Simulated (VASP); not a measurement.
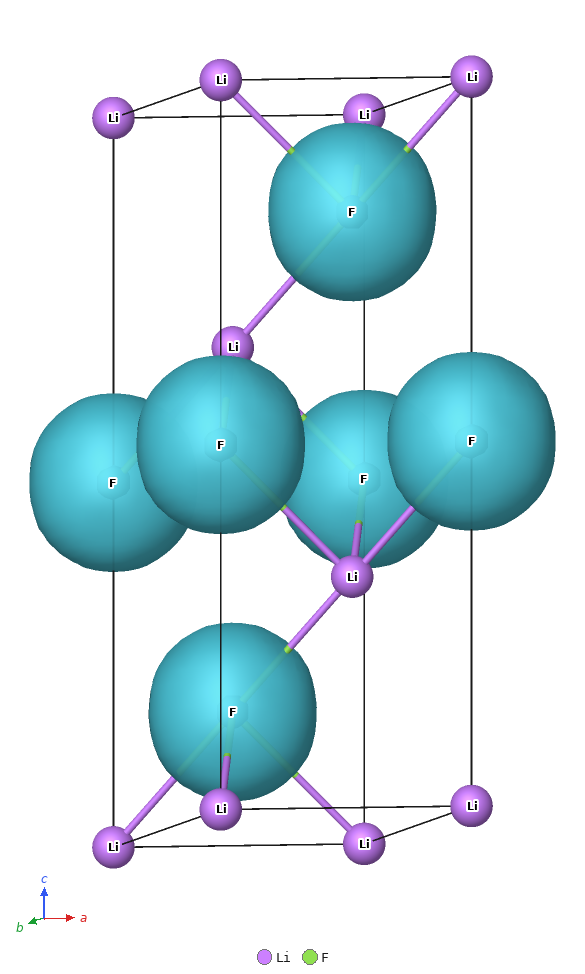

*LiF. Isosurface of the ELF at 0.6 (cyan), seen at an oblique angle. Core shells and regions of very low density are left out. Sticks mark near contacts.*

Space group R-3m; computed pressure about 2 GPa in this cell.

Method: Kohn-Sham DFT of a periodic cell, PBE, VASP PAW PBE potentials, recommended (VASP 6.6.1).

In a PAW calculation such maps are meaningful between the atoms, not at the nuclei.

Describe the localisation domains.

The ELF exceeds this value in three regions wrapped around F (the valence shell of each), counted in one cell of 6 atoms. Any copies at cell faces, edges or corners count once.

Values along the shortest contacts:
Li–F (2.03 Å): the ELF peaks at about 0.85 in the valence shell of F, 0.6 Å from its nucleus, and falls to about 0 next to Li: a closed-shell, largely ionic contact.

Does the calculation give a band gap?

It is gapped, with a Kohn–Sham gap of 8.4 eV on the k-point mesh (the band edges may lie off the mesh, which would make the gap smaller).
